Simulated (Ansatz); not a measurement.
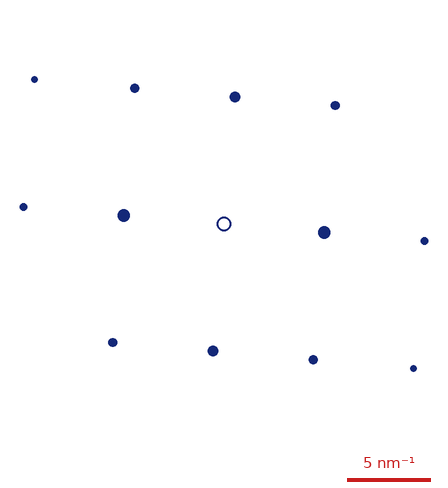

The pattern is a kinematic simulation for 300 kV electrons (no multiple scattering; isotropic B = 0.3 Å²).

It belongs to V, space group P6/mmm (No. 191), a = 2.60 Å, c = 2.42 Å (hexagonal axes). Structure: the geometry relaxed with DFT PBE, scalar-relativistic, plane waves, PAW (Ansatz); the starting structure was generated, so it need not be a known form of this composition.

```
atom  site  symmetry       x       y       z
   V    1a     6/mmm  0.0000  0.0000  0.0000
```

**Determine the zone axis from the geometry of the pattern.**

The spots form a rectangular net whose two shortest vectors correspond to d = 1.65 Å and 1.30 Å, 90.0° apart. They index as -1 0 1 and -1 2 0, so the zone axis is ±[212] (or an equivalent direction of <212>).
